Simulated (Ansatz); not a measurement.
**Run report: Au, single-point calculation**

The run: single-point calculation of Au (slab, 3 atoms in the cell). Method and program: DFT PBEsol, scalar-relativistic, plane waves, PAW, no spin polarisation (Ansatz 0.2.0).

The structure derives from a Materials Project entry. It belongs to a series of runs on one base structure; here: repeats removed: 2.

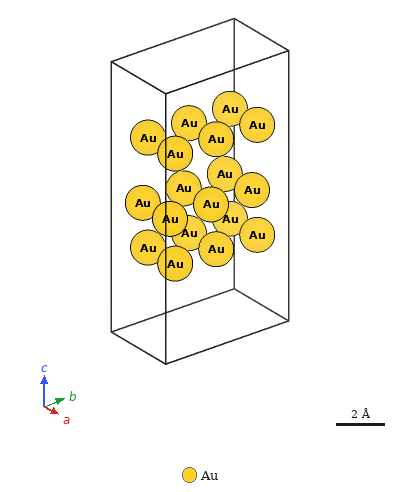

The structure as given in the input (spheres-only view of the 2 × 3 repeat of the cell, with the vacuum cut short, seen slightly off an axis). An atom can appear more than once, as a periodic image.

### Input file
```yaml
crystal:
  lattice:
    - [2.8200300622, 0.0, 0.0]
    - [-1.4100150311, 2.5170030989, 0.0]
    - [0.0, 0.0, 19.8006775662]
  atoms:
    - { symbol: Au, position: [0.336136049, 0.672272098, 0.3787749169] }
    - { symbol: Au, position: [0.663863951, 0.327727902, 0.5] }
    - { symbol: Au, position: [0.336136049, 0.672272098, 0.6212250831] }
basis:
  ecutwfc: 420
kpoints:
  mp_grid: { grid: [14, 14, 1] }
hamiltonian:
  xc: pbesol
scf:
  occupations: { method: gaussian, width: 0.1 }
output:
  forces: true
  stress: true
  eigenvalues: true
  write_density: true
  write_potential: true
  elf: true
  volumetric_format: npy
efield:
  axis: 3
  dipole_correction: true
  ramp_width: 0.04
```

Hardware: 1 thread of Intel Xeon (Granite Rapids), 192 GiB of memory available, shared host.

Command:
```bash
ansatz run input.yaml --threads 1 --pin off --max-ram 2560MiB --backend cpu --events-out ev --progress --plain --runs-dir out
```

### The program's output
```
Engine: ansatz 0.2.0, x86_64-unknown-linux-gnu
Pseudopotentials: kind: paw
Pseudopotential: Au, paw, valence charge 19, recommended cutoff 420 eV (normal), Au.paw.azcp
Functional definition: PBEsol
  exchange = pbesol_x
  correlation = pbesol_c
Crystal: 3 atoms, lattice volume = 140.546 Å³
Basis set: ecut = 420 eV, 2759 PW (Γ), exchange–correlation on 40×40×270 points (8 copies of the dense FFT grid, shifted against one another)
Bands: 35, of which v1, the nominal top of the filled ones, is band 29 counted from 1 (28 counted from 0)
Symmetry: 2 space group operations
k-points: 57 of 196 (time reversal used)
Non-local potential: Au, projectors of the file, l = 0: 3, l = 1: 2, l = 2: 2, l = 3: 1
PAW form: soft (Blöchl's): semilocal exchange-correlation on the pseudo side does not see the compensation charge
PAW frozen core: Au, regenerated for the run's functional, and the local potential with it (the file was generated under x = pbe(κ = 0.804, μ = 0.2195149727645171), c = pbe(β = 0.06672455060314922))
PAW one-centre angular grid: Au, 590 points (default); XC on 64 Gauss nodes
Initial density: superposition of atomic densities (neutral atoms: chi_scale 0, normalization atom), corrected by the library's trained network
Initial wavefunctions: pseudopotential atomic-orbital guess
Functional: x = pbesol(κ = 0.804, μ = 0.12345679012345678), c = pbesol(β = 0.046)
SCF iter   1: F=—  HF=-39020.429799 eV  |F-HF|=—  |Δ(HF+E_count)|=         —  Δρ=4.87e-3  dr2=1.04e-1  ethr=1.77e-3  p=0.000 e·Å  D=1.77e-13 V/Å  ΔV_dip=-0.00 eV  dr2_dipole=1.69e-8  V_vac-E_F(+/−)=4.98/4.98 eV  ⟨swp⟩=8.6  Hψ=9401  notcnv=0  defer=18
efield: sawtooth ramp at fractional position 0.9800 (placed from the atoms, in the widest stretch of the axis that holds none; the zero of the levels goes with the place), width 0.0400; the density the first Hamiltonian is built on has a dipole p = 0.000 e·Å; the dipole correction subtracts the counter field D = 1.77e-13 V/Å, which shifts the + side's vacuum level by -0.00 eV against the − side's; the planar-averaged density in the ramp window peaks in size at 4.9e-5 e/Å³
preconditioner: auto → LDOS  [metal: Δε(μ)=0.100 eV  Ē_g=9.197 eV  σ=0.100 eV  W_gap=0.48  n_scr=14 (ndim 8)  ℏωp=18.0 eV  f_vac=0.579  D(μ)=0.84/eV (n_scr^D=6)  β→1.0]
SCF iter   2: F=—  HF=-39020.433406 eV  |F-HF|=—  |Δ(HF+E_count)|=   3.61e-3  Δρ=5.27e-3  dr2=6.70e-2  ethr=1.82e-4  p=0.000 e·Å  D=5.26e-6 V/Å  ΔV_dip=-0.00 eV  dr2_dipole=1.60e-8  V_vac-E_F(+/−)=5.40/5.40 eV  ⟨swp⟩=2.9  Hψ=4730  notcnv=0  defer=81
SCF iter   3: F=—  HF=-39020.420202 eV  |F-HF|=—  |Δ(HF+E_count)|=   1.32e-2  Δρ=4.46e-4  dr2=3.23e-4  ethr=1.18e-4  p=0.000 e·Å  D=7.35e-7 V/Å  ΔV_dip=-0.00 eV  dr2_dipole=7.45e-9  V_vac-E_F(+/−)=5.28/5.28 eV  ⟨swp⟩=2.0  Hψ=3022  notcnv=0  defer=81
SCF iter   4: F=—  HF=-39020.420257 eV  |F-HF|=—  |Δ(HF+E_count)|=   5.50e-5  Δρ=1.27e-4  dr2=1.77e-5  ethr=5.67e-7  p=0.000 e·Å  D=1.15e-6 V/Å  ΔV_dip=-0.00 eV  dr2_dipole=4.72e-10  V_vac-E_F(+/−)=5.31/5.31 eV  ⟨swp⟩=2.8  Hψ=4044  notcnv=0  defer=81
SCF iter   5: F=—  HF=-39020.420257 eV  |F-HF|=—  |Δ(HF+E_count)|=   3.02e-7  Δρ=5.01e-5  dr2=4.76e-6  ethr=3.11e-8  p=-0.000 e·Å  D=-6.91e-8 V/Å  ΔV_dip=0.00 eV  dr2_dipole=3.94e-10  V_vac-E_F(+/−)=5.31/5.31 eV  ⟨swp⟩=2.4  Hψ=3650  notcnv=0  defer=77
SCF iter   6: F=—  HF=-39020.420257 eV  |F-HF|=—  |Δ(HF+E_count)|=   3.03e-7  Δρ=1.03e-5  dr2=1.61e-7  ethr=8.36e-9  p=0.000 e·Å  D=1.06e-7 V/Å  ΔV_dip=-0.00 eV  dr2_dipole=1.01e-10  V_vac-E_F(+/−)=5.31/5.31 eV  ⟨swp⟩=2.1  Hψ=3014  notcnv=0  defer=76
SCF iter   7: F=-39020.420257 eV  HF=-39020.420257 eV  |F-HF|=6.77e-9  |Δ(HF+E_count)|=   2.20e-7  Δρ=2.95e-6  dr2=3.16e-8  ethr=1.75e-10  p=-0.000 e·Å  D=-7.10e-8 V/Å  ΔV_dip=0.00 eV  dr2_dipole=2.61e-11  V_vac-E_F(+/−)=5.32/5.32 eV  ⟨swp⟩=18.9  Hψ=16901  notcnv=0
SCF 1 converged in 7 iterations: F = -39020.420257 eV  dr2 = 3.16e-8
  greatest PAW one-centre occupation: 1.001 electrons in one spin orbital (limit 2), on the Au atom at site 1 (counted from 0), in its partial waves of l = 0
```

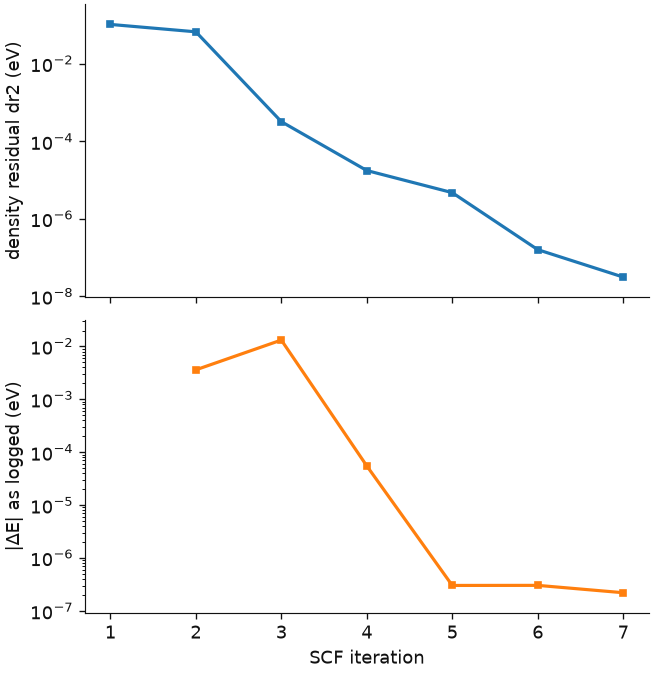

Convergence of the self-consistent field: density residual dr2 and size of the energy change against the SCF iteration. The residual falls at every step.

```
WARN: The output density's exchange-correlation potential varies sharply where the density is thin. Do not read a vacuum level from v_tot or v_xc, or from such a field of the output density. On a cell that repeats whose density bears no net charge and no dipole along the vacuum's axis use v_es (v_loc + v_h of the components); under efield.dipole_correction with no amplitude use v_es + v_field, which holds any external_charges[].barrier, or the levels of the report's work_function block, which leave it out; under a non-zero efield.amplitude the vacuum is tilted and has no level; on a cell that repeats and bears such a dipole with no correction it is tilted too, and efield.dipole_correction with no amplitude gives each side of its ramp a level where efield: is served; in a cell that repeats whose density bears a net charge (total_charge, or a fill off its count) it is curved and has none; of a slab under crystal.periodic whose density bears no net charge use v_es, which has a level on each side, short of where the two are joined; of another it falls or rises all the way out and has none; of a slab beside external_charges read slab_vacuum_level instead, which it has where they leave it neutral. The grid or the basis barely resolves most such structure, and the values can differ between equally converged runs; as a rule a tighter scf.convergence.dr2_threshold does not remove it. Where the density itself ripples (under the LDA too) a higher basis.ecutwfc lessens it. The files hold the spikes' plane waves up to the density's cutoff. Files: v_tot_of_output_density and the like, and their columns of v_z.tsv (output.write_potential); v_xc_of_output_density and the like, and their columns of v_comp_z.tsv (output.write_potential_components). Measured: with its Gaussian average of σ = 0.25 Å subtracted twice, the exchange-correlation potential is over 0.1 eV at 39 of the grid points where the equally averaged density (valence and model cores) is under 1e-3 e/Å³, and 0.332 eV at the most among them, at an averaged density of 1.3e-8 e/Å³. The input density's (outcome.potential() and, of a run that writes arrays, v_tot and v_xc) is over 0.1 eV, so measured, at 23 points of its own thin density, 0.113 eV at the most. See output.write_potential in the manual, Limitations
SCF converged after 7 iterations
Free energy (F): -39020.420257 eV
Harris-Foulkes:  -39020.420257 eV  (|F-HF|=6.77e-9)
Internal energy: -39020.413804 eV  (E = F + TS)
E sigma→0 (E₀):  -39020.417031 eV
Entropy (-TS):   -0.006453 eV (-2.151 meV/atom)
Fermi energy:    4.014653 eV
Dipole field:    D = 0.000008 V/Å  (p = 0.000006 e·Å, saw-weighted, corrected)
Work function:   Φ+ = 5.3159 eV   Φ− = 5.3161 eV
Levels:          The Fermi level and band energies are counted from a zero that moves with the ramp; work functions are not
--- Per-component energies (eV) ---
  E_band       = -1550.175378
  E_kinetic    = 1812.241539
  E_local      = -63076.352302  (includes V_loc(G=0)·N_el)
  E_nonlocal   = 233.185230
  E_hartree    = 30696.717005
  E_xc         = -677.617917
  E_vxc        = -820.897371  (∫ρ·V_xc dr)
  E_paw        = -28697.586146  (= ΣΔE_a)
  E_vpaw       = -1091.830257  (= ΣTr[D̂ρ^β])
  E_aug_tail   = 0.004231  (compensation charges beyond the density's cutoff)
  E_efield     = 0.000000  (sawtooth field / dipole correction)
  E_vefield    = 0.000000  (∫n·V_field dr)
  E_ewald      = 20688.066118
  E_core_change = 0.928437  (= ΣΔE_core)
  E_smearing   = -0.006453  (= −TS)
  E_closure    = -0.000000  (closes the sum)
  Σ components = -39020.420257   (vs F -39020.420257, Δ=0.00e0)
--- Forces (eV/Å), atoms counted from 1 ---
  atom   1  Au     0.00000000     0.00210697    -0.02542666
  atom   2  Au     0.00000000    -0.00420955     0.00000078
  atom   3  Au     0.00000000     0.00210691     0.02542576
  max |Σ_I F_I| component: 4.33e-6 eV/Å
--- Stress (GPa, compression-positive) ---
       -2.450204       0.000000       0.000000
        0.000000      -3.638939       0.000000
        0.000000       0.000000       0.139162
  P = ⅓ Tr σ = -1.9833 GPa (-19.833 kbar)
--- Band table (eV; the first three rows and the last of 57) ---
  k-point 0: bands = ["-101.4804", "-101.0725", "-101.0725", "-52.8709", "-52.8213", "-52.8146", "-52.4161", "-52.4160", "-52.4096", "-52.4085", "-52.4082", "-52.3984", "-5.1723", "-3.5642", "-3.1896", "-0.7648", "-0.6891", "-0.3656", "-0.3329", "-0.1579", "-0.1553", "0.0172", "0.2093", "0.8897", "1.0767", "1.6886", "1.7933", "1.9684", "1.9985", "2.3238", "4.2163", "8.7596", "9.4534", "9.8636", "11.7654"]
  k-point 1: bands = ["-101.4800", "-101.0721", "-101.0721", "-52.8696", "-52.8301", "-52.8166", "-52.4245", "-52.4245", "-52.4105", "-52.4102", "-52.4086", "-52.3979", "-5.0175", "-3.4104", "-3.0509", "-0.8438", "-0.6701", "-0.4664", "-0.2702", "-0.1856", "-0.1749", "0.0932", "0.3056", "0.8747", "1.0463", "1.4184", "1.7593", "1.7746", "2.0113", "2.6391", "4.6428", "8.8572", "9.5792", "9.9656", "11.8762"]
  k-point 2: bands = ["-101.4788", "-101.0710", "-101.0710", "-52.8659", "-52.8546", "-52.8223", "-52.4484", "-52.4480", "-52.4160", "-52.4158", "-52.4054", "-52.3965", "-4.5761", "-2.9908", "-2.6823", "-0.9919", "-0.7432", "-0.7153", "-0.2641", "-0.1770", "0.0038", "0.2760", "0.5836", "0.6905", "1.0090", "1.0598", "1.5778", "1.7250", "2.0384", "3.1526", "5.5856", "9.1478", "9.9560", "10.2768", "12.2046"]
  k-point 56: bands = ["-101.4706", "-101.0628", "-101.0628", "-52.9901", "-52.8938", "-52.8424", "-52.5808", "-52.5774", "-52.4867", "-52.4863", "-52.3854", "-52.3844", "-1.9926", "-1.9649", "-1.6736", "-1.0669", "-0.9384", "-0.8835", "-0.1576", "0.0879", "0.2535", "0.3553", "0.6504", "1.2563", "1.5066", "2.0345", "2.3306", "4.4589", "5.4580", "7.3426", "9.1653", "10.4855", "11.0356", "11.4958", "12.7413"]
```

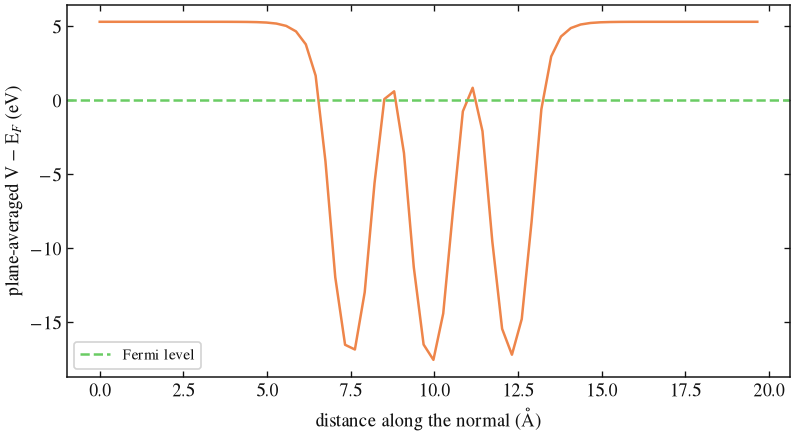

Plane average of the electrostatic potential energy of an electron across the cell, from the Fermi level. The vacuum level lies 5.32 eV above the Fermi level.

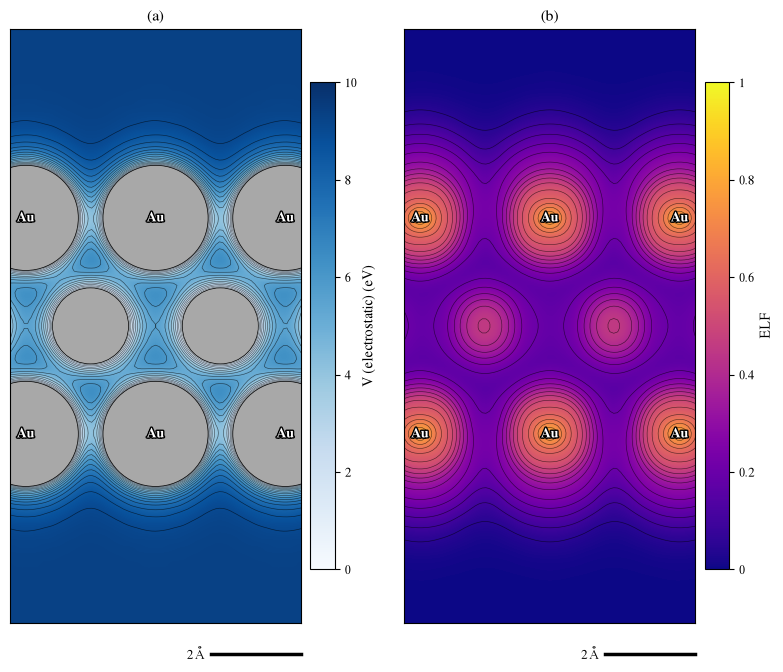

(a) electrostatic potential energy of an electron; (b) ELF on the (100) plane of the calculation cell, a cut from vacuum to vacuum. Grey discs, where drawn, cover atomic cores. The section cuts through Au sites. Au–Au (2.89 Å): the ELF is about 0.25 at the midpoint (no shared electron pair). The strong features right at Au lie inside the PAW spheres (semicore, d or f shells) and say nothing about bonding. In a PAW calculation such maps are meaningful between the atoms, not at the nuclei.

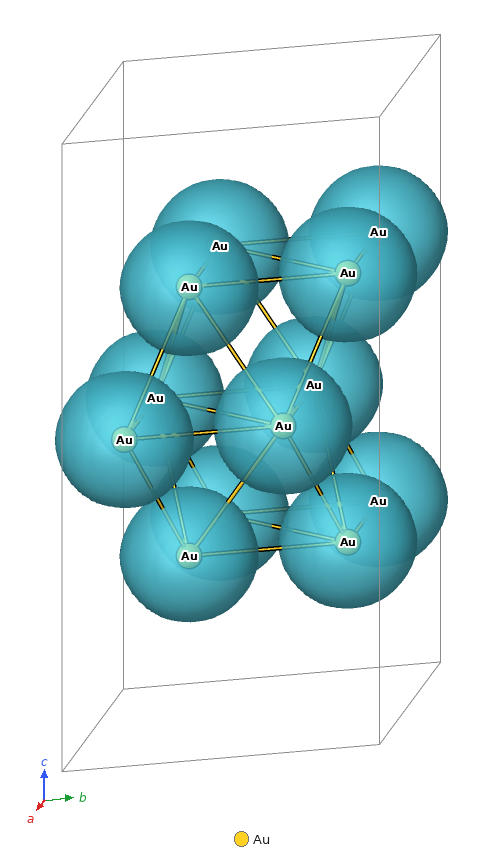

Isosurface of the valence charge density (pseudo) at 0.4 e/Å³ (cyan), seen slightly off an axis. Sticks mark near contacts. At this value the density breaks into separate islands; it holds about 85 % of the electrons treated as valence (semicore included). It is pinched off along the Au–Au (2.82 Å) and Au–Au (2.89 Å) contacts. On the grid the lowest density along these lines, outside the cores, is 0.32 e/Å³ (Au–Au, 2.82 Å) and 0.28 e/Å³ (Au–Au, 2.89 Å).

### Summary

```csv
quantity,value
outcome,converged
electrons treated,57
free energy,−39020.4203 eV
"work function, top face",5.32 eV
"work function, bottom face",5.32 eV
Fermi energy,4.015 eV
gap on the k-point mesh,none (metallic)
work function (upper face),5.32 eV
largest force (length of the vector),0.026 eV/Å
wall time,16 s
peak memory,0.48 GiB
```

### Remarks

Warnings of the run: the exchange-correlation potential is rough where the density is thin. Spin–orbit coupling is left out, which matters for Au.
